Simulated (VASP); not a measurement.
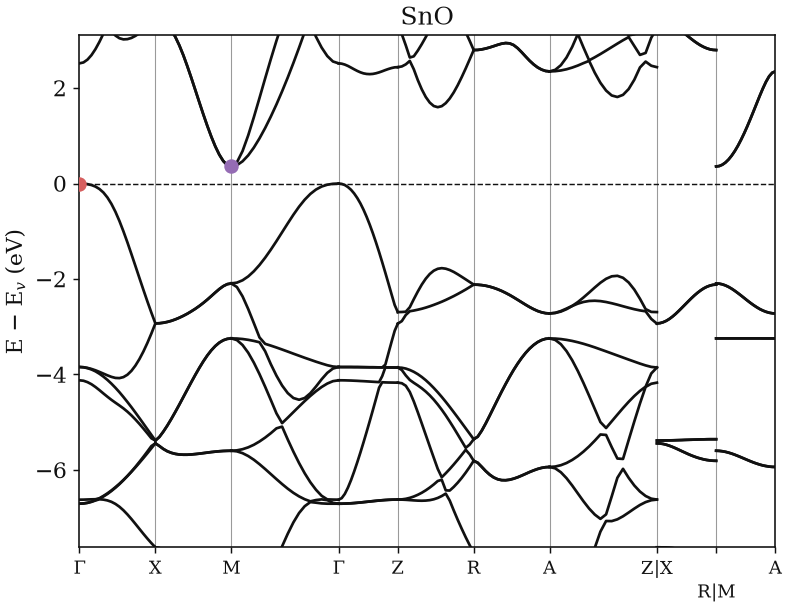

Band structure of SnO, space group P4/nmm, 4 atoms in the cell (a = 3.814 Å, c = 4.887 Å (tetragonal axes)). Level of theory: TB-mBJ, VASP PAW PBE potentials, release 64 (Sn_d, O), no spin polarisation, no spin-orbit coupling, 8×8×6 k mesh, 520 eV cutoff; code VASP 6.6.1. Energies are counted from the top of the valence band.

The bands leave a gap. The gap along this path is 0.36 eV and indirect, from the valence-band top at Γ to the conduction-band bottom at M; the smallest direct gap is 2.45 eV, at M. The top valence level at Γ is a single band, not degenerate (spin aside). The direct gaps are 5.13 eV at Z, 5.07 eV at A and 4.91 eV at R.

The PAW data sets were made with another functional. This is a model potential built to give gaps, with no total energy. The usual form of SnO is litharge (tetragonal).
